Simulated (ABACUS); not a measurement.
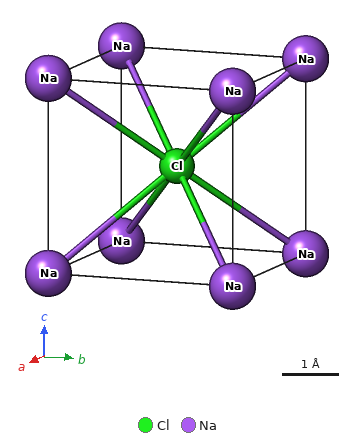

**Figure 1.** The input geometry (ball-and-stick view of the cell of the calculation, seen slightly off an axis). Near neighbours in the crystal (not all of them lie inside the picture): Cl has 8 Na at 3.09 Å; Na has 8 Cl at 3.09 Å.

# NaCl: single-point calculation at one volume of an equation of state (part 1 of 2)

The run: single-point calculation at one volume of an equation of state of NaCl (Pm-3m, 2 atoms in the cell). Method and program: Kohn-Sham DFT of a periodic cell, HCTH407, PseudoDojo NC SR 0.4.1 PBE standard, no spin polarisation (ABACUS 3.10.1).

The structure derives from a Materials Project entry. It belongs to a series of runs on one base structure; here: volume scaled by 1.06.

### The input
```
INPUT_PARAMETERS
suffix              NaCl
calculation         scf
basis_type          pw
pseudo_dir          ./
symmetry            1
dft_functional      GGA_XC_HCTH_407
ecutwfc             89
pseudo_rcut         10
nspin               1
nbands              12
ks_solver           dav
smearing_method     fd
smearing_sigma      0.00367493
scf_thr             1e-08
scf_nmax            100
mixing_type         broyden
mixing_beta         0.7
cal_force           1
cal_stress          1
kpar                4
```

### File STRU
```
ATOMIC_SPECIES
Cl 35.4500 Cl.upf
Na 22.9898 Na.upf

LATTICE_CONSTANT
6.7479811243

LATTICE_VECTORS
1.0000000000 0.0000000000 0.0000000000
0.0000000000 1.0000000000 0.0000000000
0.0000000000 0.0000000000 1.0000000000

ATOMIC_POSITIONS
Cartesian

Cl
0.0
1
0.5000000000 0.5000000000 0.5000000000 1 1 1

Na
0.0
1
0.0000000000 0.0000000000 0.0000000000 1 1 1
```

### File KPT
```
K_POINTS
0
Gamma
6 6 6 0 0 0
```

Command:
```bash
OMP_NUM_THREADS=1 mpirun -np 4 abacus > log
```

### Log
```
ABACUS v3.10.1

               Atomic-orbital Based Ab-initio Computation at UStc

 ------------------------------------------------------------------------------------

 READING GENERAL INFORMATION
                           global_out_dir = OUT.NaCl/
                           global_in_card = INPUT
                               pseudo_dir = ./
                              orbital_dir =
                                    DSIZE = 4
                                    GSIZE = 1

 READING UNITCELL INFORMATION
                                    ntype = 2
                  lattice constant (Bohr) = 6.74798
              lattice constant (Angstrom) = 3.57088

 READING ATOM TYPE 1
                               atom label = Cl
                      L=0, number of zeta = 1
                      L=1, number of zeta = 1
                      L=2, number of zeta = 1
             number of atom for this type = 1

 READING ATOM TYPE 2
                               atom label = Na
                      L=0, number of zeta = 1
                      L=1, number of zeta = 1
                      L=2, number of zeta = 1
             number of atom for this type = 1

                        TOTAL ATOM NUMBER = 2
CARTESIAN COORDINATES ( UNIT =       6.747981124300 Bohr ).
    atom                   x                   y                   z     mag                  vx                  vy                  vz
tauc_Cl1            0.5000000000        0.5000000000        0.5000000000  0.0000        0.0000000000        0.0000000000        0.0000000000
tauc_Na1            0.0000000000        0.0000000000        0.0000000000  0.0000        0.0000000000        0.0000000000        0.0000000000

                          Volume (Bohr^3) = 307.271
                             Volume (A^3) = 45.5328

 Lattice vectors: (Cartesian coordinate: in unit of a_0)
                   +1                  +0                  +0
                   +0                  +1                  +0
                   +0                  +0                  +1
 Reciprocal vectors: (Cartesian coordinate: in unit of 2 pi/a_0)
                   +1                  -0                  +0
                   -0                  +1                  -0
                   +0                  -0                  +1
 The esolver type has been set to : ksdft_pw

                PAO radial cut off (Bohr) = 10

 Read in pseudopotential file is Cl.upf
                     pseudopotential type = NC
          exchange-correlation functional = PBE
                 nonlocal core correction = 1
                        valence electrons = 7
                                     lmax = 2
                           number of zeta = 2
                     number of projectors = 6
                           L of projector = 0
                           L of projector = 0
                           L of projector = 1
                           L of projector = 1
                           L of projector = 2
                           L of projector = 2
 XC functional updated to : GGA_XC_HCTH_407
          exchange-correlation functional = GGA_XC_HCTH_407
                PAO radial cut off (Bohr) = 10

 Read in pseudopotential file is Na.upf
                     pseudopotential type = NC
          exchange-correlation functional = PBE
                 nonlocal core correction = 0
                        valence electrons = 9
                                     lmax = 1
                           number of zeta = 3
                     number of projectors = 4
                           L of projector = 0
                           L of projector = 0
                           L of projector = 1
                           L of projector = 1
 XC functional updated to : GGA_XC_HCTH_407
          exchange-correlation functional = GGA_XC_HCTH_407
     initial pseudo atomic orbital number = 9

 SETUP THE ELECTRONS NUMBER
            electron number of element Cl = 7
      total electron number of element Cl = 7
            electron number of element Na = 9
      total electron number of element Na = 9
            AUTOSET number of electrons:  = 16
                           occupied bands = 8
                                   NBANDS = 12
                                   NLOCAL = 18

%%%%%%%%%%%%%%%%%%%%%%%%%%%%%%%%%%%%%%%%%%%%%%%%%%%%%%%%%%%%%%%%%%%%%%%%%%%%%%%%%%%%%%%%%%%%%%%%%%%%%%%%%%
 Warning: the number of valence electrons in pseudopotential > 1 for Na: [Ne] 3s1
 Pseudopotentials with additional electrons can yield (more) accurate outcomes, but may be less efficient.
 If you're confident that your chosen pseudopotential is appropriate, you can safely ignore this warning.
%%%%%%%%%%%%%%%%%%%%%%%%%%%%%%%%%%%%%%%%%%%%%%%%%%%%%%%%%%%%%%%%%%%%%%%%%%%%%%%%%%%%%%%%%%%%%%%%%%%%%%%%%%

 SETUP THE PLANE WAVE BASIS
 energy cutoff for charge/potential (unit:Ry) = 356
            fft grid for charge/potential = [ 45, 45, 45 ]
                        fft grid division = [ 1, 1, 1 ]
        big fft grid for charge/potential = [ 45, 45, 45 ]
                                     nbxx = 91125
                                     nrxx = 91125

 SETUP PLANE WAVES FOR CHARGE/POTENTIAL
                    number of plane waves = 34889
                         number of sticks = 1305

 PARALLEL PW FOR CHARGE/POTENTIAL
     PROC   COLUMNS(POT)             PW
        1           1305          34889
 --------------- sum -------------------
        1           1305          34889
                            number of |g| = 345
                                  max |g| = 410
                                  min |g| = 0

----------- Double Check Mixing Parameters Begin ------------
mixing_type: broyden
mixing_beta: 0.7
mixing_gg0: 1
mixing_gg0_min: 0.1
mixing_ndim: 8
----------- Double Check Mixing Parameters End ------------

 LATTICE VECTORS: (CARTESIAN COORDINATE: IN UNIT OF A0)
                   +1                  +0                  +0
                   +0                  +1                  +0
                   +0                  +0                  +1
                       right hand lattice = 1
                                   NORM_A = 1
                                   NORM_B = 1
                                   NORM_C = 1
                           ALPHA (DEGREE) = 90
                           BETA  (DEGREE) = 90
                           GAMMA (DEGREE) = 90

 The lattice vectors have been changed (STRU_SIMPLE.cif)

(for optimal symmetric configuration:)
                             BRAVAIS TYPE = 1
                     BRAVAIS LATTICE NAME = 01. Cubic P (simple)
                                    ibrav = 1
                                    IBRAV = 1
                                  BRAVAIS = SIMPLE CUBIC
                       LATTICE CONSTANT A = 1
Original cell was already a primitive cell.
                        ROTATION MATRICES = 48
              PURE POINT GROUP OPERATIONS = 48
                   SPACE GROUP OPERATIONS = 48
                              POINT GROUP = O_h
               POINT GROUP IN SPACE GROUP = O_h

 SETUP K-POINTS
                                    nspin = 1
                   Input type of k points = Monkhorst-Pack(Gamma)
                                   nkstot = 216
                       right hand lattice = 1
(for reciprocal lattice: )
                             BRAVAIS TYPE = 1
                     BRAVAIS LATTICE NAME = 01. Cubic P (simple)
                                    ibrav = 1
                       right hand lattice = 1
(for k-lattice: )
                             BRAVAIS TYPE = 1
                     BRAVAIS LATTICE NAME = 01. Cubic P (simple)
                                    ibrav = 1
                       right hand lattice = 1
                        ROTATION MATRICES = 48
                               nkstot_ibz = 20
K-POINTS REDUCTION ACCORDING TO SYMMETRY
     IBZ    DIRECT_X    DIRECT_Y    DIRECT_Z  WEIGHT  ibz2bz
       1  0.00000000  0.00000000  0.00000000  0.0046       0
       2  0.16666667  0.00000000  0.00000000  0.0278       1
       3  0.33333333  0.00000000  0.00000000  0.0278       2
       4  0.50000000  0.00000000  0.00000000  0.0139       3
       5  0.16666667  0.16666667  0.00000000  0.0556       7
       6  0.33333333  0.16666667  0.00000000  0.1111       8
       7  0.50000000  0.16666667  0.00000000  0.0556       9
       8  0.33333333  0.33333333  0.00000000  0.0556      14
       9  0.50000000  0.33333333  0.00000000  0.0556      15
      10  0.50000000  0.50000000  0.00000000  0.0139      21
      11  0.16666667  0.16666667  0.16666667  0.0370      43
      12  0.33333333  0.16666667  0.16666667  0.1111      44
      13  0.50000000  0.16666667  0.16666667  0.0556      45
      14  0.33333333  0.33333333  0.16666667  0.1111      50
      15  0.50000000  0.33333333  0.16666667  0.1111      51
      16  0.50000000  0.50000000  0.16666667  0.0278      57
      17  0.33333333  0.33333333  0.33333333  0.0370      86
      18  0.50000000  0.33333333  0.33333333  0.0556      87
      19  0.50000000  0.50000000  0.33333333  0.0278      93
      20  0.50000000  0.50000000  0.50000000  0.0046     129

                               nkstot now = 20
[... K-POINTS DIRECT COORDINATES: 20 rows ...]

           k-point number in this process = 5
       minimum distributed K point number = 5
[... stars of the k points ...]

[... K-POINTS CARTESIAN COORDINATES: 5 rows ...]

[... K-POINTS DIRECT COORDINATES: 5 rows ...]

 SETUP PLANE WAVES FOR WAVE FUNCTIONS
     energy cutoff for wavefunc (unit:Ry) = 89
              fft grid for wave functions = [ 45, 45, 45 ]
                    number of plane waves = 5041
                         number of sticks = 357

 PARALLEL PW FOR WAVE FUNCTIONS
     PROC   COLUMNS(POT)             PW
        1            357           5041
 --------------- sum -------------------
        1            357           5041

 SETUP NONLOCAL PSEUDOPOTENTIALS IN PLANE WAVE BASIS
 Cl non-local projectors:
 projector 1 L=0
 projector 2 L=0
 projector 3 L=1
 projector 4 L=1
 projector 5 L=2
 projector 6 L=2
 Na non-local projectors:
 projector 1 L=0
 projector 2 L=0
 projector 3 L=1
 projector 4 L=1
      TOTAL NUMBER OF NONLOCAL PROJECTORS = 26

 Init Non-Local PseudoPotential table :
 Init Non-Local-Pseudopotential done.

                                     npwx = 4385

 Make real space PAO into reciprocal space.
       max mesh points in Pseudopotential = 1001
     dq(describe PAO in reciprocal space) = 0.01
                                    max q = 1136

 number of pseudo atomic orbitals for Cl is 2

 number of pseudo atomic orbitals for Na is 3
WARNING: norm of atomic wavefunction # 3 of atomic type Na is 0.996862, renormalized

 -------------------------------------------
 SELF-CONSISTENT
 -------------------------------------------
                                 init_chg = atomic

 PW ALGORITHM --------------- ION=   1  ELEC=   1--------------------------------
 Notice: Threshold on eigenvalues was too large.
 hsover_error=0.16 > DRHO=0.102987
 Origin diag ethr = 0.01
 New diag ethr = 0.000643672

 Density error is 0.101628614562
                          Error Threshold = 0.000643671858798
```
